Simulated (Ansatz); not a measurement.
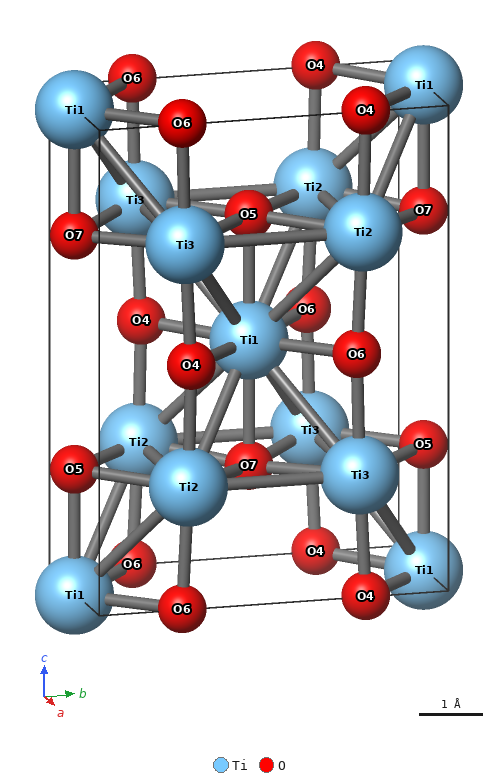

The structure (ball-and-stick view of the cell 2 times as large as that of the calculation, set on its symmetry axes, seen slightly off an axis; atoms are numbered from 1 in the order of the input). An atom can appear more than once, as a periodic image. Near neighbours in the periodic cell (some may lie outside the picture): Ti has 6 O at 2.03 to 2.09 Å and 10 Ti at 2.85 to 2.97 Å; Ti has 6 O at 2.02 to 2.10 Å and 8 Ti at 2.85 to 2.97 Å; O has 4 Ti at 2.02 to 2.03 Å; O has 5 Ti at 2.06 to 2.10 Å.

**Two runs on Ti3O4**

System: Ti3O4 (7 atoms in the cell).
Method of the first run: DFT, PBEsol, plane waves, PAW, no spin polarisation (Ansatz 0.2.0).

The structure derives from a Materials Project entry. Text and figures count atoms from 1; the logs count them from 0 in places.

### Input file, the first run
```yaml
crystal:
  lattice:
    - [2.9128162305, -4.0303540204, 0.0]
    - [2.9128162305, 4.0303540204, 0.0]
    - [0.0, 0.0, 2.9690273776]
  atoms:
    - { symbol: Ti, position: [-0.003685968, 0.003685968, 0.5] }
    - { symbol: Ti, position: [0.5068754304, 0.0024688981, 0.0] }
    - { symbol: Ti, position: [-0.0024688981, 0.4931245696, 0.0] }
    - { symbol: O, position: [0.7651037164, 0.7604629052, 0.0] }
    - { symbol: O, position: [0.2554782306, 0.7445217694, 0.5] }
    - { symbol: O, position: [0.2395370948, 0.2348962836, 0.0] }
    - { symbol: O, position: [0.7377251202, 0.2622748798, 0.5] }
basis:
  ecutwfc: 420
kpoints:
  mp_grid: { grid: [8, 8, 14] }
hamiltonian:
  xc: pbesol
scf:
  occupations: { method: gaussian, width: 0.15 }
  mixing: { preconditioner: resta }
output:
  forces: true
  eigenvalues: true
  stress: true
```

Launched with:
```bash
ansatz run input.yaml --threads 2 --pin off --max-ram 5120MiB --backend cpu --events-out ev --progress --plain --runs-dir out
```

Hardware: 2 threads of Intel Xeon @ 2.50GHz (Skylake/Cascade Lake), 189 GiB of memory available, shared host.

### Output, shortened to warnings, some set-up lines, iterations and results (the first run)
```
Basis set: ecut = 420 eV, 1341 PW (Γ), exchange–correlation on 72×72×40 points (8 copies of the dense FFT grid, shifted against one another)
Symmetry: 4 space group operations
k-points: 168 of 896 (time reversal used)
Initial density: superposition of atomic densities (neutral atoms: chi_scale 0, normalization atom), corrected by the library's trained network
[...]
SCF iter   1: F=—  HF=-9675.052353 eV  |F-HF|=—  |Δ(HF+E_count)|=         —  Δρ=1.80e-2  dr2=1.80e-1  ethr=1.77e-3  ⟨swp⟩=4.9  Hψ=23730  notcnv=0
SCF iter   2: F=—  HF=-9675.055196 eV  |F-HF|=—  |Δ(HF+E_count)|=   2.84e-3  Δρ=2.10e-2  dr2=4.52e-1  ethr=3.00e-4  ⟨swp⟩=2.0  Hψ=11540  notcnv=0  defer=204  recentre
SCF iter   3: F=—  HF=-9675.028394 eV  |F-HF|=—  |Δ(HF+E_count)|=   2.68e-2  Δρ=1.36e-2  dr2=2.26e-1  ethr=3.00e-4  ⟨swp⟩=2.6  Hψ=11823  notcnv=0  defer=201
SCF iter   4: F=—  HF=-9675.004263 eV  |F-HF|=—  |Δ(HF+E_count)|=   2.41e-2  Δρ=2.87e-3  dr2=4.05e-3  ethr=3.00e-4  ⟨swp⟩=2.0  Hψ=8105  notcnv=0  defer=197
SCF iter   5: F=—  HF=-9675.003820 eV  |F-HF|=—  |Δ(HF+E_count)|=   4.43e-4  Δρ=1.10e-3  dr2=3.27e-4  ethr=6.75e-6  ⟨swp⟩=3.0  Hψ=11784  notcnv=0  defer=197
SCF iter   6: F=—  HF=-9675.003896 eV  |F-HF|=—  |Δ(HF+E_count)|=   7.63e-5  Δρ=5.42e-4  dr2=1.44e-4  ethr=5.46e-7  ⟨swp⟩=2.0  Hψ=8546  notcnv=0  defer=197
SCF iter   7: F=—  HF=-9675.003893 eV  |F-HF|=—  |Δ(HF+E_count)|=   3.18e-6  Δρ=1.73e-4  dr2=1.74e-5  ethr=2.40e-7  ⟨swp⟩=2.0  Hψ=8862  notcnv=0  defer=197
SCF iter   8: F=—  HF=-9675.003830 eV  |F-HF|=—  |Δ(HF+E_count)|=   6.30e-5  Δρ=6.17e-5  dr2=1.14e-6  ethr=2.90e-8  ⟨swp⟩=2.0  Hψ=8387  notcnv=0  defer=213
SCF iter   9: F=—  HF=-9675.003830 eV  |F-HF|=—  |Δ(HF+E_count)|=   4.63e-8  Δρ=1.60e-5  dr2=1.64e-7  ethr=1.90e-9  ⟨swp⟩=2.0  Hψ=11088  notcnv=0  defer=214
SCF iter  10: F=-9675.003830 eV  HF=-9675.003830 eV  |F-HF|=3.20e-8  |Δ(HF+E_count)|=   1.93e-8  Δρ=8.47e-6  dr2=4.41e-8  ethr=1.67e-10  ⟨swp⟩=10.1  Hψ=25533  notcnv=0
SCF 1 converged in 10 iterations: F = -9675.003830 eV  dr2 = 4.41e-8
SCF converged after 10 iterations
Free energy (F): -9675.003830 eV
Harris-Foulkes:  -9675.003830 eV  (|F-HF|=3.20e-8)
Internal energy: -9674.971272 eV  (E = F + TS)
E sigma→0 (E₀):  -9674.987551 eV
Entropy (-TS):   -0.032557 eV (-4.651 meV/atom)
Fermi energy:    14.569174 eV
--- Per-component energies (eV) ---
  E_band       = -406.878980
  E_kinetic    = 1528.225634
  E_local      = -3694.680322  (includes V_loc(G=0)·N_el)
  E_nonlocal   = 218.112765
  E_hartree    = 1470.172328
  E_xc         = -586.904182
  E_vxc        = -745.942084  (∫ρ·V_xc dr)
  E_paw        = -3676.390258  (= ΣΔE_a)
  E_vpaw       = -652.947093  (= ΣTr[D̂ρ^β])
  E_aug_tail   = 0.010084  (compensation charges beyond the density's cutoff)
  E_ewald      = -4934.076627
  E_core_change = 0.559305  (= ΣΔE_core)
  E_smearing   = -0.032557  (= −TS)
  E_closure    = -0.000000  (closes the sum)
  Σ components = -9675.003830   (vs F -9675.003830, Δ=0.00e0)
--- Forces (eV/Å), atoms counted from 1 ---
  atom   1  Ti     0.00000000     0.17979366     0.00000000
  atom   2  Ti     0.18443343    -0.10691856    -0.00000000
  atom   3  Ti    -0.18443343    -0.10691856    -0.00000000
  atom   4  O      0.04658911    -0.03569493    -0.00000000
  atom   5  O      0.00000000     0.06384697    -0.00000000
  atom   6  O     -0.04658911    -0.03569493     0.00000000
  atom   7  O      0.00000000     0.04173500     0.00000000
  max |Σ_I F_I| component: 1.49e-4 eV/Å
--- Stress (GPa, compression-positive) ---
       -0.677487       0.000000       0.000000
        0.000000       0.509099       0.000000
        0.000000       0.000000       0.211328
  P = ⅓ Tr σ = 0.0143 GPa (0.143 kbar)
```

For the second run the input was changed thus:
```diff
-  mixing: { preconditioner: resta }
```

How does the second run compare with the first run?

Both reach the same energy, so the change doesn't alter the result. The SCF takes 7 iterations against 10.

### Output, shortened to warnings, some set-up lines, iterations and results (the second run)
```
Basis set: ecut = 420 eV, 1341 PW (Γ), exchange–correlation on 72×72×40 points (8 copies of the dense FFT grid, shifted against one another)
Symmetry: 4 space group operations
k-points: 168 of 896 (time reversal used)
Initial density: superposition of atomic densities (neutral atoms: chi_scale 0, normalization atom), corrected by the library's trained network
[...]
SCF iter   1: F=—  HF=-9675.052353 eV  |F-HF|=—  |Δ(HF+E_count)|=         —  Δρ=1.80e-2  dr2=1.80e-1  ethr=1.77e-3  ⟨swp⟩=4.9  Hψ=23730  notcnv=0
SCF iter   2: F=—  HF=-9675.036681 eV  |F-HF|=—  |Δ(HF+E_count)|=   1.57e-2  Δρ=1.57e-2  dr2=1.12e-1  ethr=3.00e-4  ⟨swp⟩=3.0  Hψ=16142  notcnv=0  defer=218
SCF iter   3: F=—  HF=-9675.003821 eV  |F-HF|=—  |Δ(HF+E_count)|=   3.29e-2  Δρ=8.48e-4  dr2=3.25e-4  ethr=1.87e-4  ⟨swp⟩=2.0  Hψ=9982  notcnv=0  defer=218
SCF iter   4: F=—  HF=-9675.003901 eV  |F-HF|=—  |Δ(HF+E_count)|=   7.98e-5  Δρ=3.34e-4  dr2=5.74e-5  ethr=5.42e-7  ⟨swp⟩=2.3  Hψ=10934  notcnv=0  defer=218
SCF iter   5: F=—  HF=-9675.003829 eV  |F-HF|=—  |Δ(HF+E_count)|=   7.21e-5  Δρ=4.79e-5  dr2=1.10e-6  ethr=9.57e-8  ⟨swp⟩=2.7  Hψ=11421  notcnv=0  defer=217
SCF iter   6: F=—  HF=-9675.003830 eV  |F-HF|=—  |Δ(HF+E_count)|=   6.05e-7  Δρ=1.57e-5  dr2=1.01e-7  ethr=1.67e-10  ⟨swp⟩=10.3  Hψ=29150  notcnv=0
SCF iter   7: F=-9675.003830 eV  HF=-9675.003830 eV  |F-HF|=3.06e-9  |Δ(HF+E_count)|=   1.05e-8  Δρ=4.29e-6  dr2=9.79e-9  ethr=1.67e-10  ⟨swp⟩=4.9  Hψ=20666  notcnv=0
SCF 1 converged in 7 iterations: F = -9675.003830 eV  dr2 = 9.79e-9
SCF converged after 7 iterations
Free energy (F): -9675.003830 eV
Harris-Foulkes:  -9675.003830 eV  (|F-HF|=3.06e-9)
Internal energy: -9674.971273 eV  (E = F + TS)
E sigma→0 (E₀):  -9674.987551 eV
Entropy (-TS):   -0.032557 eV (-4.651 meV/atom)
Fermi energy:    14.569218 eV
--- Per-component energies (eV) ---
  E_band       = -406.876467
  E_kinetic    = 1528.225360
  E_local      = -3694.677808  (includes V_loc(G=0)·N_el)
  E_nonlocal   = 218.112138
  E_hartree    = 1470.170372
  E_xc         = -586.904337
  E_vxc        = -745.942293  (∫ρ·V_xc dr)
  E_paw        = -3676.389760  (= ΣΔE_a)
  E_vpaw       = -652.946388  (= ΣTr[D̂ρ^β])
  E_aug_tail   = 0.010084  (compensation charges beyond the density's cutoff)
  E_ewald      = -4934.076627
  E_core_change = 0.559305  (= ΣΔE_core)
  E_smearing   = -0.032557  (= −TS)
  E_closure    = 0.000000  (closes the sum)
  Σ components = -9675.003830   (vs F -9675.003830, Δ=0.00e0)
--- Forces (eV/Å), atoms counted from 1 ---
  atom   1  Ti     0.00000000     0.17950398     0.00000000
  atom   2  Ti     0.18417271    -0.10683972    -0.00000000
  atom   3  Ti    -0.18417271    -0.10683972    -0.00000000
  atom   4  O      0.04655384    -0.03569349    -0.00000000
  atom   5  O      0.00000000     0.06385207    -0.00000000
  atom   6  O     -0.04655384    -0.03569349     0.00000000
  atom   7  O      0.00000000     0.04173778     0.00000000
  max |Σ_I F_I| component: 2.74e-5 eV/Å
--- Stress (GPa, compression-positive) ---
       -0.677437       0.000000       0.000000
        0.000000       0.509056       0.000000
        0.000000       0.000000       0.211257
  P = ⅓ Tr σ = 0.0143 GPa (0.143 kbar)
```

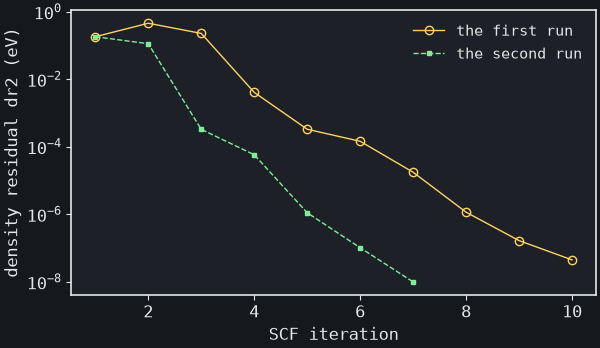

Convergence of the two runs: density residual dr2 against the SCF iteration. The first run takes 10 iterations in all, and the second run takes 7.

### The two runs side by side

| quantity | the first run | the second run |
| --- | --- | --- |
| outcome | converged | converged |
| free energy per atom (eV) | −1382.1434 | −1382.1434 |
| energy per atom, smearing taken to zero (eV) | −1382.1411 | −1382.1411 |
| gap on the mesh (eV) | 0.00 | 0.00 |
| pressure (GPa) | 0.01 | 0.01 |
| largest force (eV/Å) | 0.213 | 0.213 |
| SCF iterations | 10 | 7 |
| irreducible k-points | 168 | 168 |
| plane waves at Γ | 1341 | 1341 |
| wall time (shared host) | 42 s | 42 s |
